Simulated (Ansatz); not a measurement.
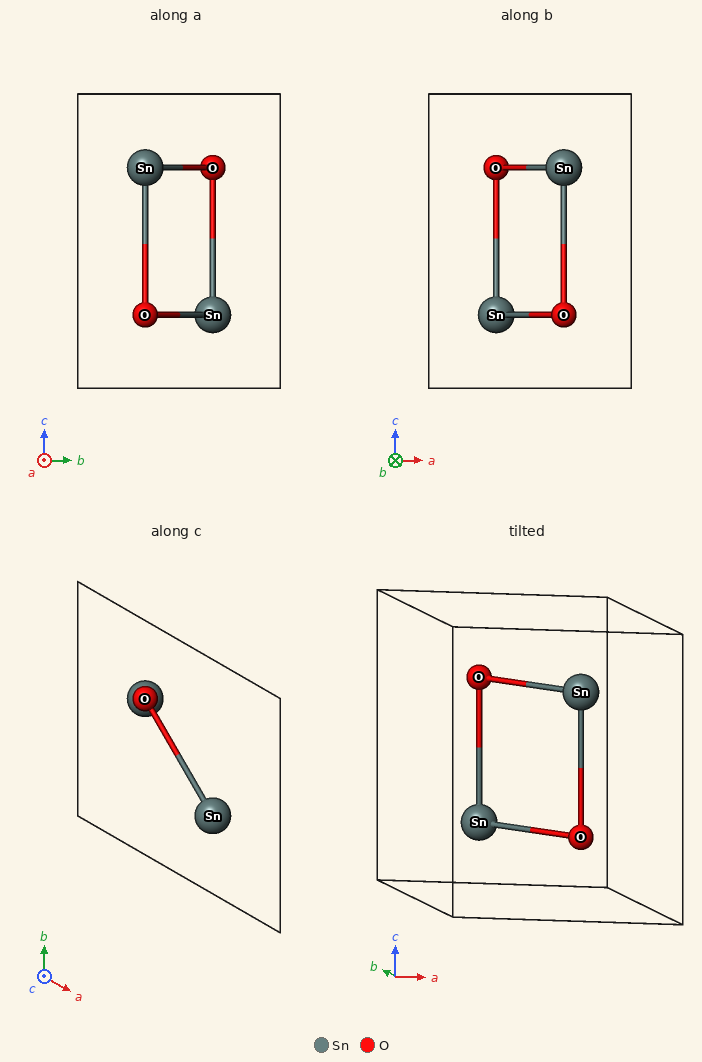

Structure drawing (ball-and-stick), viewed along the a axis, along the b axis, along the c axis and slightly off an axis. The lines enclose the conventional unit cell; boundary atoms appear with their images.

Lattice parameters: a = 4.125 Å, b = 4.125 Å, c = 5.185 Å, α = 90.00°, β = 90.00°, γ = 120.00°.

> Write the structure as a table of Wyckoff sites.

Space group P6_3/mmc (No. 194).
| atom | site | x | y | z |
| --- | --- | --- | --- | --- |
| Sn | 2c | 0.3333 | 0.6667 | 0.2500 |
| O | 2d | 0.6667 | 0.3333 | 0.2500 |

Its origin is a structure type filled with these elements by a generator (whether the compound takes this form wasn't checked). Earlier steps of the study may have refined or changed the cell and positions. Ansatz was used for an electronic-structure calculation on it.
